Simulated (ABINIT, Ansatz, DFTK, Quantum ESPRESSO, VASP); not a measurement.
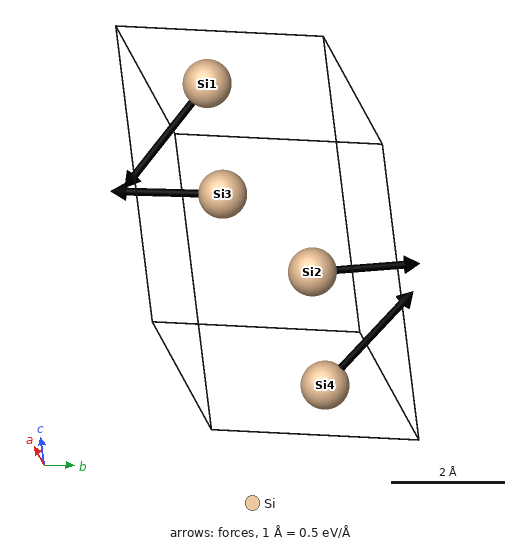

Si (4 atoms) with its atoms moved off their places at random, by some hundredths of an ångström. The arrows are the forces from Ansatz (Ansatz PAW soft_1). The parent cell is a structure listed in the Materials Project. This isn't the form of Si at room conditions, which is diamond.

```
Si
1.0
     3.83132    0.00000    0.00000
    -1.91566    3.31802    0.00000
     0.00000    0.00000    6.33262
Si
4
Direct
  0.66241 0.33371 0.94032
  0.33469 0.65868 0.43431
  0.67437 0.34542 0.56219
  0.31425 0.64739 0.05883
```

The same cell was run in five programs or potential sets. Alike in all runs: functional PBE; k mesh 8 × 8 × 4 on the run's cell of 4 atoms; occupations fermi-dirac, width 0.05 eV; no spin polarisation; no spin-orbit coupling. The table gives the size of the force on each atom, with the net force on the cell removed.

| program | force on Si1 (eV/Å) | force on Si2 (eV/Å) | force on Si3 (eV/Å) | force on Si4 (eV/Å) |
| --- | --- | --- | --- | --- |
| Ansatz (Ansatz PAW soft_1) | 0.988 | 0.764 | 0.802 | 0.971 |
| ABINIT (JTH PAW PBE v2.0) | 0.985 | 0.761 | 0.799 | 0.968 |
| VASP (PBE potentials, release 64 Si) | 0.986 | 0.762 | 0.800 | 0.969 |
| Quantum ESPRESSO (SSSP 1.3 efficiency) | ? | ? | ? | ? |
| DFTK (PseudoDojo 0.4.1 standard) | 0.990 | 0.765 | 0.803 | 0.972 |

> Estimate the row of Quantum ESPRESSO (SSSP 1.3 efficiency).

0.990 eV/Å on Si1, 0.766 eV/Å on Si2, 0.804 eV/Å on Si3 and 0.973 eV/Å on Si4. The medians of the other rows are 0.987, 0.763, 0.801, 0.970 eV/Å.

> How well do the programs agree?

The force on Si1, the largest, spans 0.985 to 0.990 eV/Å. Against the median force vectors, the rows deviate by 0.002 eV/Å rms as a rule and by 0.004 eV/Å at most. With one functional throughout, the spread comes from potentials, basis sets and numerical settings. Deviations count direction as well as size.
